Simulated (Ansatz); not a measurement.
## Pt: geometry relaxation (part 1 of 2)

The run: geometry relaxation of Pt (slab, 16 atoms in the cell). Method and program: DFT PBE, scalar-relativistic, plane waves, PAW, no spin polarisation (Ansatz 0.2.0).

The structure derives from an entry of the Crystallography Open Database. The input holds or restrains some coordinates. Forces given for the steps count only the free coordinates. Figures and captions count atoms from 1; the log counts them from 0 in places.

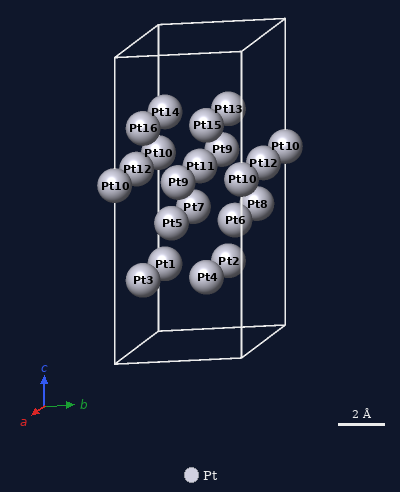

**Figure 1.** The starting structure (spheres-only view of the cell of the calculation, with the vacuum cut short, seen slightly off an axis; atoms are numbered from 1 in the order of the input). An atom can appear more than once, as a periodic image.

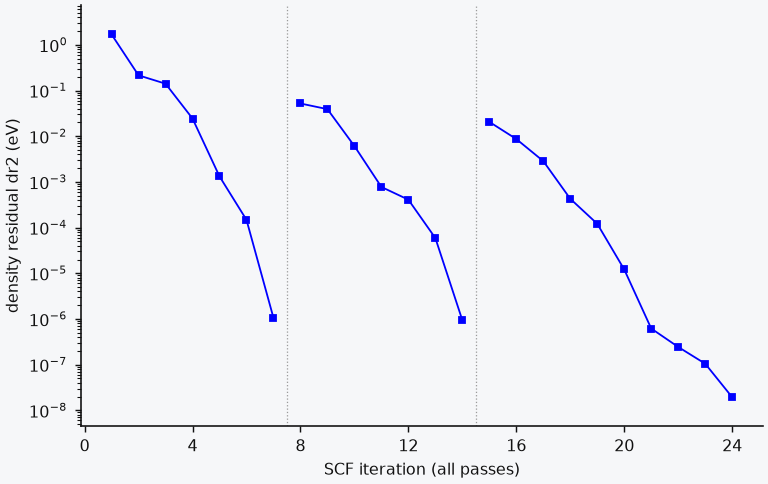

**Figure 2.** Convergence of the self-consistent field: density residual dr2 against the SCF iteration. The dotted lines part the SCF passes of the relaxation: geometry steps, rejected trials and re-solves on a re-selected basis. The passes take 7, 7 and 10 iterations.

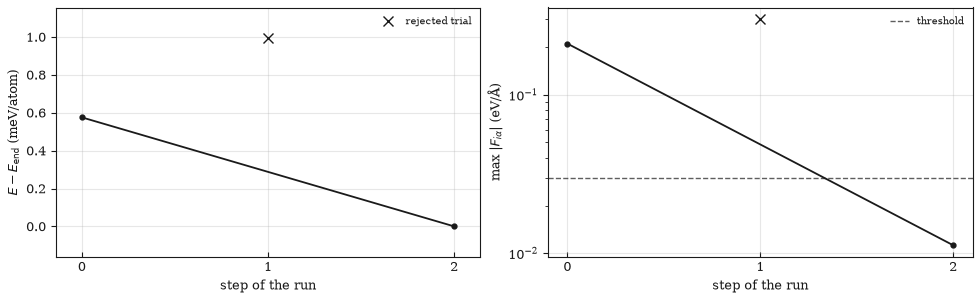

**Figure 3.** Progress of the restrained relaxation, step by step (the first geometry is step 0 here and step 1 in the log).

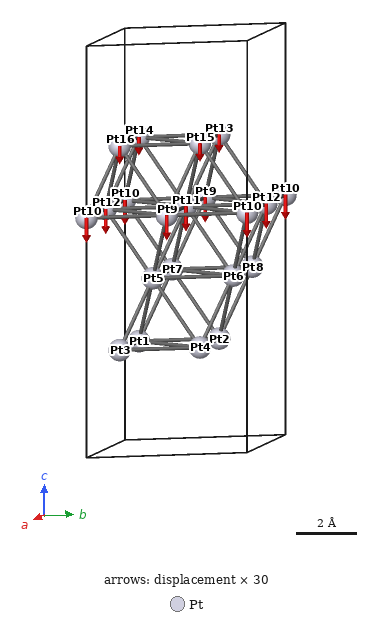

**Figure 4.** The starting structure with the displacements as red arrows, magnified 30 times (ball-and-stick view of the cell of the calculation, with the vacuum cut short, seen slightly off an axis). After 2 geometry steps the energy has fallen by 0.6 meV per atom. The largest force component goes from 0.21 to 0.011 eV/Å. The line search rejected the trial step at point 1 (counted from 0) and went back. The largest moves, 0.028 Å, are those of Pt9, Pt10, Pt11 and Pt12. The lattice vectors keep their values. Among the contacts that change: Pt5–Pt11 2.807 → 2.784 Å. (Atoms are counted from 1 in the order of the input.)

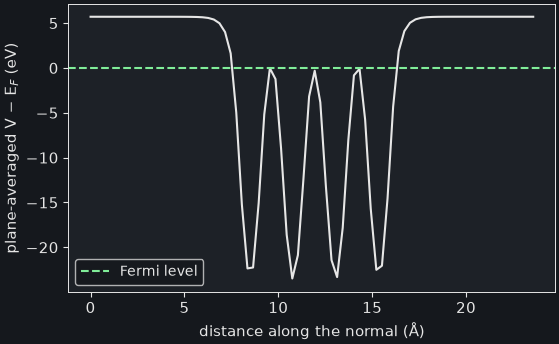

**Figure 5.** Plane average of the electrostatic potential energy of an electron across the cell, from the Fermi level. The vacuum level lies 5.72 eV above the Fermi level.

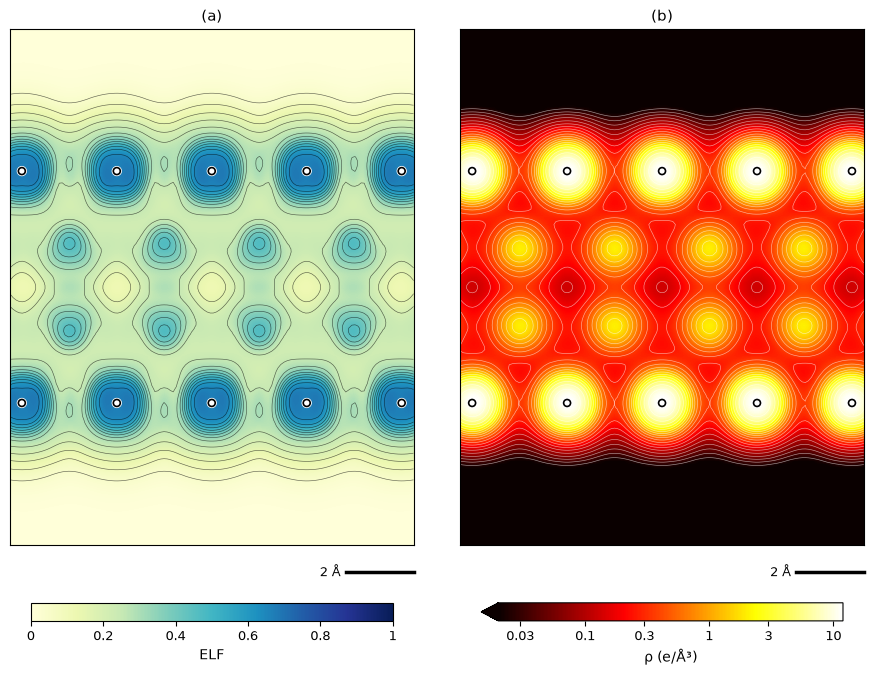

**Figure 6.** (a) electron localisation function; (b) valence electron density on the (010) plane of the calculation cell, a cut from vacuum to vacuum. Circles mark the nuclei in the plane (Pt). Atoms in the plane: Pt. Pt–Pt (2.81 Å): ρ is about 0.35 e/Å³ halfway; the ELF is about 0.30 at the midpoint (no shared electron pair). The density dies away to nearly zero in the vacuum. The strong features right at Pt lie inside the PAW spheres (semicore, d or f shells) and say nothing about bonding. In a PAW calculation such maps are meaningful between the atoms, not at the nuclei.

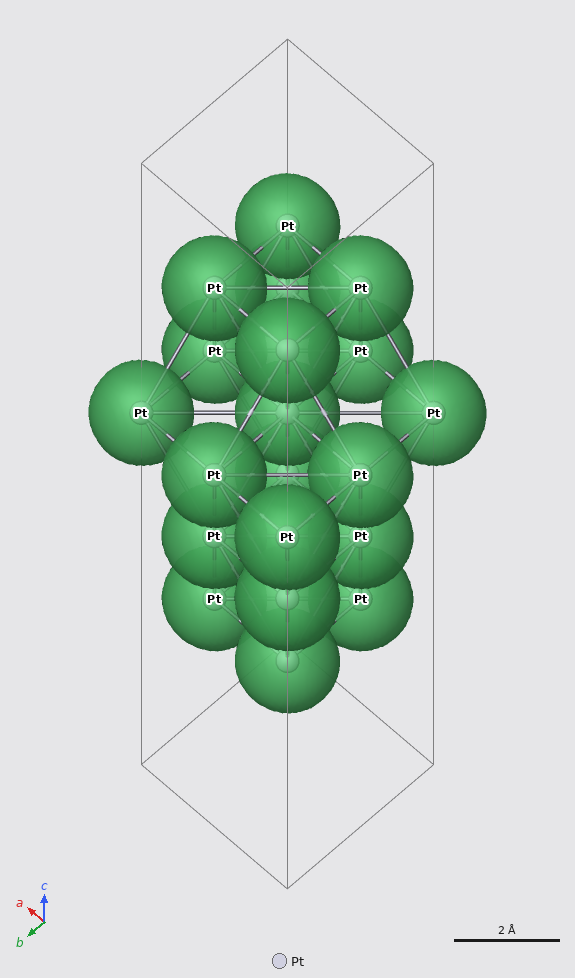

**Figure 7.** Isosurface of the valence electron density at 0.8 e/Å³ (green), seen at an oblique angle. Sticks mark near contacts. At this value the density breaks into separate islands; it holds about 75 % of the electrons treated as valence (semicore included). It is pinched off along the Pt–Pt (2.78 Å) contacts. On the grid the lowest density along these lines, outside the cores, is 0.37 e/Å³ (Pt–Pt, 2.78 Å).

The input that produced these results follows, with the program's output.

**Input**
```yaml
crystal:
  lattice:
    - [5.6145890043, 0.0, 0.0]
    - [-2.8072945021, 4.8623767095, 0.0]
    - [0.0, 0.0, 23.876439088]
  atoms:
    - { symbol: Pt, position: [0.3333333333, 0.1666666667, 0.3559994842] }
    - { symbol: Pt, position: [0.3333333333, 0.6666666667, 0.3559994842] }
    - { symbol: Pt, position: [0.8333333333, 0.1666666667, 0.3559994842] }
    - { symbol: Pt, position: [0.8333333333, 0.6666666667, 0.3559994842] }
    - { symbol: Pt, position: [0.6666666667, 0.3333333333, 0.4519998281] }
    - { symbol: Pt, position: [0.6666666667, 0.8333333333, 0.4519998281] }
    - { symbol: Pt, position: [0.1666666667, 0.3333333333, 0.4519998281] }
    - { symbol: Pt, position: [0.1666666667, 0.8333333333, 0.4519998281] }
    - { symbol: Pt, position: [0.0, 0.5, 0.5480001719] }
    - { symbol: Pt, position: [0.0, 0.0, 0.5480001719] }
    - { symbol: Pt, position: [0.5, 0.5, 0.5480001719] }
    - { symbol: Pt, position: [0.5, 0.0, 0.5480001719] }
    - { symbol: Pt, position: [0.3333333333, 0.6666666667, 0.6440005158] }
    - { symbol: Pt, position: [0.3333333333, 0.1666666667, 0.6440005158] }
    - { symbol: Pt, position: [0.8333333333, 0.6666666667, 0.6440005158] }
    - { symbol: Pt, position: [0.8333333333, 0.1666666667, 0.6440005158] }
basis:
  ecutwfc: 420
kpoints:
  mp_grid: { grid: [6, 6, 1] }
hamiltonian:
  xc: pbe
scf:
  occupations: { method: gaussian, width: 0.1 }
output:
  forces: true
  eigenvalues: true
  write_density: true
  write_potential: true
  elf: true
  volumetric_format: npy
relax:
  adjacent_minimum: "off"
  f_tol: 0.03
  max_steps: 70
  constraints: [{ sites: [0, 1, 2, 3, 4, 5, 6, 7] }]
efield:
  axis: 3
  dipole_correction: true
```

Run as:
```bash
ansatz run input.yaml --threads 4 --pin off --max-ram 10240MiB --backend cpu --events-out ev --progress --plain --runs-dir out
```

**Output**
```
Engine: ansatz 0.2.0, aarch64-unknown-linux-gnu
Pseudopotentials: kind: paw
Pseudopotential: Pt, paw, valence charge 18, recommended cutoff 420 eV (normal), Pt.paw.azcp
Functional definition: PBE
  parameter kappa = 0.804
  parameter beta = 0.06672455060314922
  exchange = pbe_x(kappa = kappa, mu = beta*pi^2/3)
  correlation = pbe_c(beta = beta)
Crystal: 16 atoms, lattice volume = 651.833 Å³
Basis set: ecut = 420 eV, 12763 PW (Γ), exchange–correlation on 80×80×320 points (8 copies of the dense FFT grid, shifted against one another)
Bands: 173, of which v1, the nominal top of the filled ones, is band 144 counted from 1 (143 counted from 0)
Symmetry: 24 space group operations
k-points: 7 of 36 (time reversal used)
Non-local potential: Pt, projectors of the file, l = 0: 3, l = 1: 2, l = 2: 2, l = 3: 1
PAW form: soft (Blöchl's): semilocal exchange-correlation on the pseudo side does not see the compensation charge
PAW one-centre angular grid: Pt, 590 points (default); XC on 64 Gauss nodes
Initial density: superposition of atomic densities (neutral atoms: chi_scale 0, normalization atom), corrected by the library's trained network
Initial wavefunctions: pseudopotential atomic-orbital guess
Functional: x = pbe(κ = 0.804, μ = 0.2195149727645171), c = pbe(β = 0.06672455060314922)
SCF iter   1: F=—  HF=-200363.411562 eV  |F-HF|=—  |Δ(HF+E_count)|=         —  Δρ=7.04e-3  dr2=1.69e0  ethr=1.77e-3  p=-0.000 e·Å  D=-4.68e-14 V/Å  ΔV_dip=0.00 eV  dr2_dipole=1.19e-6  V_vac-E_F(+/−)=5.26/5.26 eV  ⟨swp⟩=7.3  Hψ=5012  notcnv=0  defer=41
efield: sawtooth ramp at fractional position 0.9500 (placed from the atoms, in the widest stretch of the axis that holds none; the zero of the levels goes with the place), width 0.1000; the density the first Hamiltonian is built on has a dipole p = -0.000 e·Å; the dipole correction subtracts the counter field D = -4.68e-14 V/Å, which shifts the + side's vacuum level by +0.00 eV against the − side's; the planar-averaged density in the ramp window peaks in size at 1.1e-5 e/Å³
preconditioner: auto → LDOS  [metal: Δε(μ)=0.014 eV  Ē_g=7.051 eV  σ=0.100 eV  W_gap=0.08  n_scr=150 (ndim 8)  ℏωp=18.4 eV  f_vac=0.564  D(μ)=23.97/eV (n_scr^D=174)  β→1.0]
SCF iter   2: F=—  HF=-200363.402862 eV  |F-HF|=—  |Δ(HF+E_count)|=   8.70e-3  Δρ=4.24e-3  dr2=2.15e-1  ethr=5.87e-4  p=0.000 e·Å  D=3.18e-6 V/Å  ΔV_dip=-0.00 eV  dr2_dipole=8.99e-7  V_vac-E_F(+/−)=5.92/5.92 eV  ⟨swp⟩=2.0  Hψ=1505  notcnv=0  defer=113
SCF iter   3: F=—  HF=-200363.372464 eV  |F-HF|=—  |Δ(HF+E_count)|=   3.04e-2  Δρ=1.58e-3  dr2=1.41e-1  ethr=7.46e-5  p=-0.000 e·Å  D=-2.01e-6 V/Å  ΔV_dip=0.00 eV  dr2_dipole=1.47e-6  V_vac-E_F(+/−)=5.66/5.66 eV  ⟨swp⟩=2.6  Hψ=1769  notcnv=0  defer=113
SCF iter   4: F=—  HF=-200363.366217 eV  |F-HF|=—  |Δ(HF+E_count)|=   6.25e-3  Δρ=7.33e-4  dr2=2.44e-2  ethr=4.91e-5  p=-0.000 e·Å  D=-8.12e-6 V/Å  ΔV_dip=0.00 eV  dr2_dipole=1.64e-9  V_vac-E_F(+/−)=5.71/5.71 eV  ⟨swp⟩=2.0  Hψ=1529  notcnv=0  defer=104
SCF iter   5: F=—  HF=-200363.364950 eV  |F-HF|=—  |Δ(HF+E_count)|=   1.27e-3  Δρ=3.72e-4  dr2=1.32e-3  ethr=8.48e-6  p=0.000 e·Å  D=1.75e-5 V/Å  ΔV_dip=-0.00 eV  dr2_dipole=2.10e-8  V_vac-E_F(+/−)=5.73/5.73 eV  ⟨swp⟩=2.0  Hψ=1605  notcnv=0  defer=104
SCF iter   6: F=—  HF=-200363.365263 eV  |F-HF|=—  |Δ(HF+E_count)|=   3.12e-4  Δρ=9.47e-5  dr2=1.48e-4  ethr=4.58e-7  p=-0.000 e·Å  D=-7.79e-6 V/Å  ΔV_dip=0.00 eV  dr2_dipole=1.22e-9  V_vac-E_F(+/−)=5.72/5.72 eV  ⟨swp⟩=2.7  Hψ=1760  notcnv=0  defer=91
SCF iter   7: F=-200363.365294 eV  HF=-200363.365290 eV  |F-HF|=3.91e-6  |Δ(HF+E_count)|=   2.79e-5  Δρ=1.93e-5  dr2=1.06e-6  ethr=7.81e-9  p=0.000 e·Å  D=4.13e-6 V/Å  ΔV_dip=-0.00 eV  dr2_dipole=1.53e-8  V_vac-E_F(+/−)=5.72/5.72 eV  ⟨swp⟩=21.6  Hψ=12935  notcnv=0
SCF 1 converged in 7 iterations: F = -200363.365294 eV  dr2 = 1.06e-6
  greatest PAW one-centre occupation: 1.000 electrons in one spin orbital (limit 2), on the Pt atom at site 7 (counted from 0), in its partial waves of l = 0
relax step   1: F+E_penalty+E_count = -200363.36529434 eV  Δ(F+E_penalty+E_count) = +0.000e0 eV  max|allowed force component| = 2.104e-1 eV/Å  Δτ_max = 0.0000 Å  (7 SCF iters, dr2 threshold 2.25e-5 eV, accepted)
Initial density: handed on by an earlier stage of this run
Initial wavefunctions: those handed on with the density
iter 1 solved again at ethr=1.76e-5 eV; its pass at ethr=3.10e-3 eV (dr2=5.07e-2 eV) is discarded
SCF iter   1: F=—  HF=-200363.367530 eV  |F-HF|=—  |Δ(HF+E_count)|=         —  Δρ=3.94e-3  dr2=5.20e-2  ethr=1.76e-5  p=0.000 e·Å  D=3.86e-6 V/Å  ΔV_dip=-0.00 eV  dr2_dipole=2.87e-3  V_vac-E_F(+/−)=5.70/5.70 eV  ⟨swp⟩=2.0  Hψ=4145  notcnv=0  defer=123
efield: sawtooth ramp at fractional position 0.9500 (handed on by an earlier solve), width 0.1000; the density the first Hamiltonian is built on has a dipole p = 0.000 e·Å; the dipole correction subtracts the counter field D = 3.86e-6 V/Å, which shifts the + side's vacuum level by -0.00 eV against the − side's; the planar-averaged density in the ramp window peaks in size at 2.8e-6 e/Å³
preconditioner: auto → LDOS  [metal: Δε(μ)=0.056 eV  Ē_g=7.139 eV  σ=0.100 eV  W_gap=0.29  n_scr=150 (ndim 8)  ℏωp=18.4 eV  f_vac=0.565  D(μ)=26.28/eV (n_scr^D=230)  β→1.0]
SCF iter   2: F=—  HF=-200363.366685 eV  |F-HF|=—  |Δ(HF+E_count)|=   8.45e-4  Δρ=1.68e-3  dr2=3.91e-2  ethr=1.76e-5  p=-0.013 e·Å  D=-3.65e-3 V/Å  ΔV_dip=0.09 eV  dr2_dipole=9.54e-3  V_vac-E_F(+/−)=5.79/5.70 eV  ⟨swp⟩=2.0  Hψ=1926  notcnv=0  defer=123
SCF iter   3: F=—  HF=-200363.358728 eV  |F-HF|=—  |Δ(HF+E_count)|=   7.96e-3  Δρ=4.41e-4  dr2=6.09e-3  ethr=1.36e-5  p=0.002 e·Å  D=6.88e-4 V/Å  ΔV_dip=-0.02 eV  dr2_dipole=5.82e-4  V_vac-E_F(+/−)=5.69/5.70 eV  ⟨swp⟩=2.1  Hψ=1794  notcnv=0  defer=123
SCF iter   4: F=—  HF=-200363.358287 eV  |F-HF|=—  |Δ(HF+E_count)|=   4.40e-4  Δρ=1.80e-4  dr2=7.75e-4  ethr=2.11e-6  p=-0.001 e·Å  D=-1.94e-4 V/Å  ΔV_dip=0.00 eV  dr2_dipole=5.81e-5  V_vac-E_F(+/−)=5.71/5.70 eV  ⟨swp⟩=2.3  Hψ=1555  notcnv=0  defer=123
SCF iter   5: F=—  HF=-200363.358583 eV  |F-HF|=—  |Δ(HF+E_count)|=   2.96e-4  Δρ=8.59e-5  dr2=4.08e-4  ethr=2.69e-7  p=-0.001 e·Å  D=-1.80e-4 V/Å  ΔV_dip=0.00 eV  dr2_dipole=1.52e-5  V_vac-E_F(+/−)=5.71/5.70 eV  ⟨swp⟩=2.1  Hψ=1766  notcnv=0  defer=124
SCF iter   6: F=—  HF=-200363.358563 eV  |F-HF|=—  |Δ(HF+E_count)|=   2.00e-5  Δρ=3.82e-5  dr2=5.90e-5  ethr=1.42e-7  p=-0.001 e·Å  D=-3.50e-4 V/Å  ΔV_dip=0.01 eV  dr2_dipole=1.50e-6  V_vac-E_F(+/−)=5.71/5.70 eV  ⟨swp⟩=2.0  Hψ=1411  notcnv=0  defer=124
SCF iter   7: F=-200363.358564 eV  HF=-200363.358564 eV  |F-HF|=3.75e-7  |Δ(HF+E_count)|=   8.89e-7  Δρ=1.66e-5  dr2=9.39e-7  ethr=9.61e-10  p=-0.001 e·Å  D=-3.72e-4 V/Å  ΔV_dip=0.01 eV  dr2_dipole=2.43e-8  V_vac-E_F(+/−)=5.71/5.70 eV  ⟨swp⟩=20.3  Hψ=11948  notcnv=0
SCF 2 converged in 7 iterations: F = -200363.358564 eV  dr2 = 9.39e-7
relax step   2: F+E_penalty+E_count = -200363.35856427 eV  Δ(F+E_penalty+E_count) = +6.730e-3 eV  max|allowed force component| = 3.015e-1 eV/Å  Δτ_max = 0.0584 Å  (7 SCF iters, dr2 threshold 2.77e-6 eV, rejected (line search))
SCF iter   1: F=—  HF=-200363.376733 eV  |F-HF|=—  |Δ(HF+E_count)|=         —  Δρ=1.97e-3  dr2=2.06e-2  ethr=4.39e-5  p=-0.001 e·Å  D=-3.72e-4 V/Å  ΔV_dip=0.01 eV  dr2_dipole=4.80e-3  V_vac-E_F(+/−)=5.72/5.71 eV  ⟨swp⟩=2.7  Hψ=2197  notcnv=0  defer=128
efield: sawtooth ramp at fractional position 0.9500 (handed on by an earlier solve), width 0.1000; the density the first Hamiltonian is built on has a dipole p = -0.001 e·Å; the dipole correction subtracts the counter field D = -3.72e-4 V/Å, which shifts the + side's vacuum level by +0.01 eV against the − side's; the planar-averaged density in the ramp window peaks in size at 2.2e-6 e/Å³
preconditioner: auto → LDOS  [metal: Δε(μ)=0.012 eV  Ē_g=7.137 eV  σ=0.100 eV  W_gap=0.07  n_scr=150 (ndim 8)  ℏωp=18.4 eV  f_vac=0.565  D(μ)=26.15/eV (n_scr^D=218)  β→1.0]
SCF iter   2: F=—  HF=-200363.376001 eV  |F-HF|=—  |Δ(HF+E_count)|=   7.33e-4  Δρ=8.15e-4  dr2=8.67e-3  ethr=7.17e-6  p=0.005 e·Å  D=1.50e-3 V/Å  ΔV_dip=-0.04 eV  dr2_dipole=1.96e-3  V_vac-E_F(+/−)=5.68/5.72 eV  ⟨swp⟩=2.0  Hψ=2104  notcnv=0  defer=128
SCF iter   3: F=—  HF=-200363.374401 eV  |F-HF|=—  |Δ(HF+E_count)|=   1.60e-3  Δρ=2.79e-4  dr2=2.85e-3  ethr=3.01e-6  p=-0.003 e·Å  D=-8.40e-4 V/Å  ΔV_dip=0.02 eV  dr2_dipole=5.58e-4  V_vac-E_F(+/−)=5.73/5.71 eV  ⟨swp⟩=2.0  Hψ=1801  notcnv=0  defer=128
SCF iter   4: F=—  HF=-200363.374175 eV  |F-HF|=—  |Δ(HF+E_count)|=   2.26e-4  Δρ=1.10e-4  dr2=4.27e-4  ethr=9.91e-7  p=-0.001 e·Å  D=-3.04e-4 V/Å  ΔV_dip=0.01 eV  dr2_dipole=8.32e-5  V_vac-E_F(+/−)=5.72/5.71 eV  ⟨swp⟩=2.0  Hψ=1608  notcnv=0  defer=128
SCF iter   5: F=—  HF=-200363.374164 eV  |F-HF|=—  |Δ(HF+E_count)|=   1.07e-5  Δρ=4.61e-5  dr2=1.21e-4  ethr=1.48e-7  p=-0.001 e·Å  D=-2.12e-4 V/Å  ΔV_dip=0.01 eV  dr2_dipole=1.11e-5  V_vac-E_F(+/−)=5.72/5.71 eV  ⟨swp⟩=1.7  Hψ=1194  notcnv=0  defer=128
SCF iter   6: F=—  HF=-200363.374142 eV  |F-HF|=—  |Δ(HF+E_count)|=   2.23e-5  Δρ=2.09e-5  dr2=1.21e-5  ethr=4.20e-8  p=-0.000 e·Å  D=-1.19e-4 V/Å  ΔV_dip=0.00 eV  dr2_dipole=3.71e-9  V_vac-E_F(+/−)=5.71/5.71 eV  ⟨swp⟩=2.1  Hψ=1430  notcnv=0  defer=128
SCF iter   7: F=—  HF=-200363.374503 eV  |F-HF|=—  |Δ(HF+E_count)|=   3.61e-4  Δρ=8.21e-6  dr2=6.18e-7  ethr=4.21e-9  p=-0.000 e·Å  D=-1.33e-4 V/Å  ΔV_dip=0.00 eV  dr2_dipole=3.33e-11  V_vac-E_F(+/−)=5.72/5.71 eV  ⟨swp⟩=2.0  Hψ=1562  notcnv=0  defer=128
SCF iter   8: F=—  HF=-200363.374503 eV  |F-HF|=—  |Δ(HF+E_count)|=   7.15e-8  Δρ=2.73e-6  dr2=2.44e-7  ethr=2.15e-10  p=-0.000 e·Å  D=-1.25e-4 V/Å  ΔV_dip=0.00 eV  dr2_dipole=6.22e-8  V_vac-E_F(+/−)=5.71/5.71 eV  ⟨swp⟩=2.9  Hψ=1957  notcnv=0  defer=128
SCF iter   9: F=—  HF=-200363.374503 eV  |F-HF|=—  |Δ(HF+E_count)|=   6.07e-8  Δρ=1.31e-6  dr2=1.05e-7  ethr=3.47e-11  p=-0.000 e·Å  D=-1.22e-4 V/Å  ΔV_dip=0.00 eV  dr2_dipole=3.60e-8  V_vac-E_F(+/−)=5.71/5.71 eV  ⟨swp⟩=18.6  Hψ=9855  notcnv=0
SCF iter  10: F=-200363.374503 eV  HF=-200363.374503 eV  |F-HF|=7.42e-9  |Δ(HF+E_count)|=   1.77e-8  Δρ=8.06e-7  dr2=1.94e-8  ethr=3.47e-11  p=-0.000 e·Å  D=-1.24e-4 V/Å  ΔV_dip=0.00 eV  dr2_dipole=4.19e-9  V_vac-E_F(+/−)=5.71/5.71 eV  ⟨swp⟩=11.7  Hψ=8240  notcnv=0
SCF 3 converged in 10 iterations: F = -200363.374503 eV  dr2 = 1.94e-8
```
